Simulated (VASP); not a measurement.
## Mg3Sb2: geometry relaxation (part 2 of 2)

Continued. System: Mg3Sb2 (5 atoms in the cell). Method: Kohn-Sham DFT of a periodic cell, PBE, VASP PAW PBE potentials, recommended, no spin polarisation (VASP 6.6.1); cutoff 600 eV, 7×7×4 k-mesh, fermi-dirac of 0.05 eV. The structure derives from an entry of the Crystallography Open Database.

Geometry of the input (Å; fractional positions):
```
4.5820  0.0000  0.0000
-2.2910  3.9681  0.0000
0.0000  0.0000  7.2440
Sb 0.6667  0.3333  0.7650
Sb 0.3333  0.6667  0.2350
Mg 0.0000  0.0000  0.0000
Mg 0.6667  0.3333  0.3700
Mg 0.3333  0.6667  0.6300
```

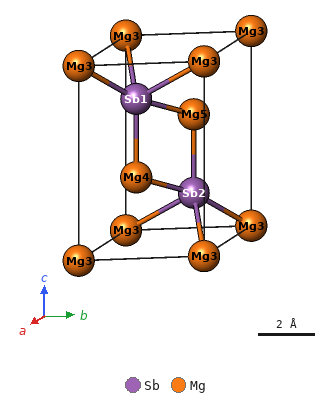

**Figure 1.** The geometry at step 3 of the log (ball-and-stick view of the cell of the calculation, seen slightly off an axis; atoms are numbered from 1 in the order of the input).

### Parts of OUTCAR, continued
```
 -----------------------------------------------------------------------------------
    total drift:                                0.000000     -0.000000     -0.000000

  FREE ENERGIE OF THE ION-ELECTRON SYSTEM (eV)
  ---------------------------------------------------
  free  energy   TOTEN  =       -14.6042949207 eV

  energy  without entropy=      -14.6038136221  energy(sigma->0) =      -14.60405427

--------------------------------------- Ionic step        2  -------------------------------------------

 number of electron      16.0000000 magnetization

------------------------ aborting loop because EDIFF is reached ----------------------------------------

  FORCE on cell =-STRESS in cart. coord.  units (eV):
  Direction    XX          YY          ZZ          XY          YZ          ZX
  --------------------------------------------------------------------------------------
  -------------------------------------------------------------------------------------
  Total       -0.2139491     -0.2139491     -0.1950867      0.0000000      0.0000000      0.0000000
  in kB       -2.5443528     -2.5443528     -2.3200357      0.0000000      0.0000000      0.0000000
  external PRESSURE =      -2.4695804 kB  Pullay stress =       0.0000000 kB

 VOLUME and BASIS-vectors are now :
 -----------------------------------------------------------------------------
  energy-cutoff  :      600.00
  volume of cell :      134.72
      direct lattice vectors                 reciprocal lattice vectors
     4.608156622  0.000000000 -0.000000000     0.217006513  0.125288769 -0.000000000
    -2.304078311  3.990780699 -0.000000000     0.000000000  0.250577537  0.000000000
     0.000000000  0.000000000  7.325859496     0.000000000  0.000000000  0.136502754

 POSITION                                       TOTAL-FORCE (eV/Angst)
 -----------------------------------------------------------------------------------
      2.30408      1.33026      5.62855         0.000000      0.000000      0.244886
     -0.00000      2.66052      1.69731        -0.000000      0.000000     -0.244886
      0.00000      0.00000     -0.00000         0.000000      0.000000      0.000000
      2.30408      1.33026      2.70313        -0.000000      0.000000     -0.058830
     -0.00000      2.66052      4.62273         0.000000     -0.000000      0.058830
 -----------------------------------------------------------------------------------
    total drift:                                0.000000      0.000000     -0.000000

  FREE ENERGIE OF THE ION-ELECTRON SYSTEM (eV)
  ---------------------------------------------------
  free  energy   TOTEN  =       -14.6308739345 eV

  energy  without entropy=      -14.6301861527  energy(sigma->0) =      -14.63053004

--------------------------------------- Ionic step        3  -------------------------------------------

 number of electron      16.0000000 magnetization

------------------------ aborting loop because EDIFF is reached ----------------------------------------

  FORCE on cell =-STRESS in cart. coord.  units (eV):
  Direction    XX          YY          ZZ          XY          YZ          ZX
  --------------------------------------------------------------------------------------
  -------------------------------------------------------------------------------------
  Total       -0.3948431     -0.3948431     -0.4860442      0.0000000      0.0000000      0.0000000
  in kB       -4.6714374     -4.6714374     -5.7504481      0.0000000      0.0000000      0.0000000
  external PRESSURE =      -5.0311076 kB  Pullay stress =       0.0000000 kB

 VOLUME and BASIS-vectors are now :
 -----------------------------------------------------------------------------
  energy-cutoff  :      600.00
  volume of cell :      135.42
      direct lattice vectors                 reciprocal lattice vectors
     4.614154000  0.000000000 -0.000000000     0.216724453  0.125125921 -0.000000000
    -2.307077000  3.995974581 -0.000000000     0.000000000  0.250251842  0.000000000
     0.000000000  0.000000000  7.344628831     0.000000000  0.000000000  0.136153919

 POSITION                                       TOTAL-FORCE (eV/Angst)
 -----------------------------------------------------------------------------------
      2.30708      1.33199      5.64848         0.000000     -0.000000      0.193145
     -0.00000      2.66398      1.69614        -0.000000      0.000000     -0.193145
      0.00000      0.00000     -0.00000        -0.000000      0.000000     -0.000000
      2.30708      1.33199      2.70836        -0.000000      0.000000     -0.042257
     -0.00000      2.66398      4.63627         0.000000     -0.000000      0.042257
 -----------------------------------------------------------------------------------
    total drift:                               -0.000000      0.000000      0.000000

  FREE ENERGIE OF THE ION-ELECTRON SYSTEM (eV)
  ---------------------------------------------------
  free  energy   TOTEN  =       -14.6317778721 eV

  energy  without entropy=      -14.6310331893  energy(sigma->0) =      -14.63140553

--------------------------------------- Ionic step        4  -------------------------------------------

 number of electron      16.0000000 magnetization

------------------------ aborting loop because EDIFF is reached ----------------------------------------

  FORCE on cell =-STRESS in cart. coord.  units (eV):
  Direction    XX          YY          ZZ          XY          YZ          ZX
  --------------------------------------------------------------------------------------
  -------------------------------------------------------------------------------------
  Total       -0.1273516     -0.1273516     -0.3586621      0.0000000      0.0000000     -0.0000000
  in kB       -1.5190558     -1.5190558     -4.2781378      0.0000000      0.0000000     -0.0000000
  external PRESSURE =      -2.4387498 kB  Pullay stress =       0.0000000 kB

 VOLUME and BASIS-vectors are now :
 -----------------------------------------------------------------------------
  energy-cutoff  :      600.00
  volume of cell :      134.32
      direct lattice vectors                 reciprocal lattice vectors
     4.601248665  0.000000000 -0.000000000     0.217332310  0.125476868 -0.000000000
    -2.300624332  3.984798233 -0.000000000     0.000000000  0.250953735  0.000000000
     0.000000000  0.000000000  7.325870272     0.000000000  0.000000000  0.136502554

 POSITION                                       TOTAL-FORCE (eV/Angst)
 -----------------------------------------------------------------------------------
      2.30062      1.32827      5.64876         0.000000     -0.000000      0.123998
     -0.00000      2.65653      1.67711        -0.000000      0.000000     -0.123998
      0.00000      0.00000      7.32587        -0.000000      0.000000      0.000000
      2.30062      1.32827      2.69779        -0.000000      0.000000     -0.013784
     -0.00000      2.65653      4.62808         0.000000     -0.000000      0.013784
 -----------------------------------------------------------------------------------
    total drift:                               -0.000000      0.000000     -0.000000

  FREE ENERGIE OF THE ION-ELECTRON SYSTEM (eV)
  ---------------------------------------------------
  free  energy   TOTEN  =       -14.6392128128 eV

  energy  without entropy=      -14.6384032675  energy(sigma->0) =      -14.63880804

--------------------------------------- Ionic step        5  -------------------------------------------

 number of electron      16.0000000 magnetization

------------------------ aborting loop because EDIFF is reached ----------------------------------------

  FORCE on cell =-STRESS in cart. coord.  units (eV):
  Direction    XX          YY          ZZ          XY          YZ          ZX
  --------------------------------------------------------------------------------------
  -------------------------------------------------------------------------------------
  Total        0.2188244      0.2188244     -0.1829764      0.0000000      0.0000000      0.0000000
  in kB        2.6370486      2.6370486     -2.2050450      0.0000000      0.0000000      0.0000000
  external PRESSURE =       1.0230174 kB  Pullay stress =       0.0000000 kB

 VOLUME and BASIS-vectors are now :
 -----------------------------------------------------------------------------
  energy-cutoff  :      600.00
  volume of cell :      132.95
      direct lattice vectors                 reciprocal lattice vectors
     4.585080313  0.000000000 -0.000000000     0.218098688  0.125919336 -0.000000000
    -2.292540156  3.970796029 -0.000000000     0.000000000  0.251838672  0.000000000
     0.000000000  0.000000000  7.302368753     0.000000000  0.000000000  0.136941866

 POSITION                                       TOTAL-FORCE (eV/Angst)
 -----------------------------------------------------------------------------------
      2.29254      1.32360      5.64904         0.000000      0.000000      0.035736
     -0.00000      2.64720      1.65333        -0.000000      0.000000     -0.035736
      0.00000      0.00000     -0.00000         0.000000      0.000000      0.000000
      2.29254      1.32360      2.68456         0.000000      0.000000      0.020327
     -0.00000      2.64720      4.61781        -0.000000     -0.000000     -0.020327
 -----------------------------------------------------------------------------------
    total drift:                               -0.000000      0.000000     -0.000000

  FREE ENERGIE OF THE ION-ELECTRON SYSTEM (eV)
  ---------------------------------------------------
  free  energy   TOTEN  =       -14.6427050344 eV

  energy  without entropy=      -14.6418042842  energy(sigma->0) =      -14.64225466

--------------------------------------- Ionic step        6  -------------------------------------------

 number of electron      16.0000000 magnetization

 Free energy of the ion-electron system (eV)
  ---------------------------------------------------
  ext. energy  EPLUGINS =         0.00000000
  ---------------------------------------------------
  free energy    TOTEN  =       -14.64391760 eV

  energy without entropy =      -14.64283284  energy(sigma->0) =      -14.64337522

 E-fermi :   4.3919     XC(G=0):  -8.7331     alpha+bet : -9.2310

 val. band max:        4.3400464309   @ k =   0.0000   0.0000   0.0000
 cond. band min:       4.5401996118   @ k =   0.0000   0.4286   0.2500
 fundamental gap:      0.2001531809
 Fermi energy:         4.3919464939

 k-point     1 :       0.0000    0.0000    0.0000
  band No.  band energies     occupation
      1      -5.8863      2.00000
      2      -4.6734      2.00000
      3      -0.5215      2.00000
      4       3.2688      2.00000
      5       3.2688      2.00000
      6       3.9576      1.99966
      7       3.9576      1.99966
      8       4.3400      1.47693
      9       5.3524      0.00000
     10       5.5332      0.00000
     11       7.3797      0.00000
     12       7.3797      0.00000

 k-point     2 :       0.1429   -0.0000    0.0000
  band No.  band energies     occupation
      1      -5.7493      2.00000
      2      -4.5949      2.00000
      3      -0.3477      2.00000
      4       2.1483      2.00000
      5       2.8937      2.00000
      6       2.9168      2.00000
      7       3.9357      1.99978
      8       4.1463      1.98541
      9       6.0862      0.00000
     10       6.3262      0.00000
     11       7.0836      0.00000
     12       7.6480      0.00000

 k-point     3 :       0.2857   -0.0000    0.0000
  band No.  band energies     occupation
      1      -5.3739      2.00000
      2      -4.4290      2.00000
      3       0.1419      2.00000
      4       0.7210      2.00000
      5       1.5913      2.00000
      6       2.4136      2.00000
      7       3.4417      2.00000
      8       3.7009      2.00000
      9       5.2474      0.00000
     10       6.5218      0.00000
     11       6.9471      0.00000
     12       7.4560      0.00000

 k-point     4 :       0.4286   -0.0000    0.0000
  band No.  band energies     occupation
      1      -4.9183      2.00000
      2      -4.3794      2.00000
      3      -0.1690      2.00000
      4       0.7399      2.00000
      5       0.9243      2.00000
      6       2.1192      2.00000
      7       2.4266      2.00000
      8       3.4952      2.00000
      9       4.7717      0.00101
     10       6.2974      0.00000
     11       6.5424      0.00000
     12       7.1722      0.00000

 k-point     5 :       0.1429    0.1429    0.0000
  band No.  band energies     occupation
      1      -5.4918      2.00000
      2      -4.4706      2.00000
      3      -0.0101      2.00000
      4       1.3322      2.00000
      5       1.5336      2.00000
      6       2.6708      2.00000
      7       3.3990      2.00000
      8       3.7222      2.00000
      9       6.1491      0.00000
     10       6.7672      0.00000
     11       7.1487      0.00000
     12       7.2475      0.00000

 [... the levels of 18 k-points are left out ...]

 k-point    24 :       0.4286   -0.0000    0.5000
  band No.  band energies     occupation
      1      -4.6867      2.00000
      2      -4.6163      2.00000
      3      -0.3962      2.00000
      4      -0.0625      2.00000
      5       2.5526      2.00000
      6       2.6024      2.00000
      7       2.7726      2.00000
      8       2.8151      2.00000
      9       4.7722      0.00100
     10       5.7472      0.00000
     11       6.1669      0.00000
     12       6.6860      0.00000

 [... further k-points ...]

------------------------ aborting loop because EDIFF is reached ----------------------------------------

  FORCE on cell =-STRESS in cart. coord.  units (eV):
  Direction    XX          YY          ZZ          XY          YZ          ZX
  --------------------------------------------------------------------------------------
  -------------------------------------------------------------------------------------
  Total        0.0452272      0.0452272     -0.0998672      0.0000000      0.0000000     -0.0000000
  in kB        0.5442884      0.5442884     -1.2018566      0.0000000      0.0000000     -0.0000000
  external PRESSURE =      -0.0377599 kB  Pullay stress =       0.0000000 kB

 VOLUME and BASIS-vectors are now :
 -----------------------------------------------------------------------------
  energy-cutoff  :      600.00
  volume of cell :      133.13
      direct lattice vectors                 reciprocal lattice vectors
     4.594845214  0.000000000 -0.000000000     0.217635188  0.125651734 -0.000000000
    -2.297422607  3.979252682 -0.000000000    -0.000000000  0.251303468  0.000000000
     0.000000000  0.000000000  7.281294483     0.000000000  0.000000000  0.137338217

 POSITION                                       TOTAL-FORCE (eV/Angst)
 -----------------------------------------------------------------------------------
      2.29742      1.32642      5.63830         0.000000      0.000000      0.008133
     -0.00000      2.65284      1.64299        -0.000000     -0.000000     -0.008133
      0.00000      0.00000      7.28129        -0.000000      0.000000      0.000000
      2.29742      1.32642      2.67727         0.000000     -0.000000      0.008712
     -0.00000      2.65284      4.60403        -0.000000      0.000000     -0.008712
 -----------------------------------------------------------------------------------
    total drift:                               -0.000000      0.000000     -0.000000

  FREE ENERGIE OF THE ION-ELECTRON SYSTEM (eV)
  ---------------------------------------------------
  free  energy   TOTEN  =       -14.6439175962 eV

  energy  without entropy=      -14.6428328433  energy(sigma->0) =      -14.64337522

 reached required accuracy - stopping structural energy minimisation
```

### CONTCAR
```
Mg3Sb2
   1.00000000000000
     4.5948452140895215    0.0000000000000000   -0.0000000000000000
    -2.2974226070447608    3.9792526818182496   -0.0000000000000000
     0.0000000000000000    0.0000000000000000    7.2812944832514006
  Sb              Mg
     2     3
Direct
     0.6666666667000030    0.3333333332999970    0.7743544073772241
     0.3333333332999970    0.6666666667000030    0.2256455926227760
     0.0000000000000000    0.0000000000000000    1.0000000000000000
     0.6666666667000030    0.3333333332999970    0.3676914132744977
     0.3333333332999970    0.6666666667000030    0.6323085867255023

  0.00000000E+00  0.00000000E+00  0.00000000E+00
  0.00000000E+00  0.00000000E+00  0.00000000E+00
  0.00000000E+00  0.00000000E+00  0.00000000E+00
  0.00000000E+00  0.00000000E+00  0.00000000E+00
  0.00000000E+00  0.00000000E+00  0.00000000E+00
```

### Trajectory as extended XYZ (Å, eV, eV/Å), 6 frames, from step=0 to step=5
```
5
Lattice="4.5820 0.0000 0.0000 -2.2910 3.9681 0.0000 0.0000 0.0000 7.2440" Properties=species:S:1:pos:R:3:forces:R:3 step=0 energy=-14.60429
Sb    2.2910    1.3227    5.5417    0.0000   0.0000   0.4974
Sb    0.0000    2.6454    1.7023    0.0000   0.0000  -0.4974
Mg    0.0000    0.0000    0.0000    0.0000   0.0000   0.0000
Mg    2.2910    1.3227    2.6803    0.0000   0.0000  -0.1525
Mg    0.0000    2.6454    4.5637    0.0000   0.0000   0.1525
5
Lattice="4.6082 0.0000 -0.0000 -2.3041 3.9908 -0.0000 0.0000 0.0000 7.3259" Properties=species:S:1:pos:R:3:forces:R:3 step=1 energy=-14.63087
Sb    2.3041    1.3303    5.6285    0.0000   0.0000   0.2449
Sb    0.0000    2.6605    1.6973    0.0000   0.0000  -0.2449
Mg    0.0000    0.0000    0.0000    0.0000   0.0000   0.0000
Mg    2.3041    1.3303    2.7031    0.0000   0.0000  -0.0588
Mg    0.0000    2.6605    4.6227    0.0000   0.0000   0.0588
5
Lattice="4.6142 0.0000 -0.0000 -2.3071 3.9960 -0.0000 0.0000 0.0000 7.3446" Properties=species:S:1:pos:R:3:forces:R:3 step=2 energy=-14.63178
Sb    2.3071    1.3320    5.6485    0.0000   0.0000   0.1931
Sb    0.0000    2.6640    1.6961    0.0000   0.0000  -0.1931
Mg    0.0000    0.0000    0.0000    0.0000   0.0000   0.0000
Mg    2.3071    1.3320    2.7084    0.0000   0.0000  -0.0423
Mg    0.0000    2.6640    4.6363    0.0000   0.0000   0.0423
5
Lattice="4.6012 0.0000 -0.0000 -2.3006 3.9848 -0.0000 0.0000 0.0000 7.3259" Properties=species:S:1:pos:R:3:forces:R:3 step=3 energy=-14.63921
Sb    2.3006    1.3283    5.6488    0.0000   0.0000   0.1240
Sb    0.0000    2.6565    1.6771    0.0000   0.0000  -0.1240
Mg    0.0000    0.0000    7.3259    0.0000   0.0000   0.0000
Mg    2.3006    1.3283    2.6978    0.0000   0.0000  -0.0138
Mg    0.0000    2.6565    4.6281    0.0000   0.0000   0.0138
5
Lattice="4.5851 0.0000 -0.0000 -2.2925 3.9708 -0.0000 0.0000 0.0000 7.3024" Properties=species:S:1:pos:R:3:forces:R:3 step=4 energy=-14.64271
Sb    2.2925    1.3236    5.6490    0.0000   0.0000   0.0357
Sb    0.0000    2.6472    1.6533    0.0000   0.0000  -0.0357
Mg    0.0000    0.0000    0.0000    0.0000   0.0000   0.0000
Mg    2.2925    1.3236    2.6846    0.0000   0.0000   0.0203
Mg    0.0000    2.6472    4.6178    0.0000   0.0000  -0.0203
5
Lattice="4.5948 0.0000 -0.0000 -2.2974 3.9793 -0.0000 0.0000 0.0000 7.2813" Properties=species:S:1:pos:R:3:forces:R:3 step=5 energy=-14.64392
Sb    2.2974    1.3264    5.6383    0.0000   0.0000   0.0081
Sb    0.0000    2.6528    1.6430    0.0000   0.0000  -0.0081
Mg    0.0000    0.0000    7.2813    0.0000   0.0000   0.0000
Mg    2.2974    1.3264    2.6773    0.0000   0.0000   0.0087
Mg    0.0000    2.6528    4.6040    0.0000   0.0000  -0.0087
```

### Key numbers

```tsv
quantity	value
outcome	converged
space group (tolerance 0.01 Å)	P-3m1 (164)
electrons treated	16
free energy	−14.6439 eV
Fermi energy	4.392 eV
gap on the k-point mesh	0.20 eV
pressure	0.00 GPa
final volume	133.13 Å³
largest force (length of the vector) at the end	0.009 eV/Å
final cell	a = 4.595 Å, b = 4.595 Å, c = 7.281 Å, α = 90.00°, β = 90.00°, γ = 120.00°
wall time	2.9 min
peak memory	0.31 GiB
```
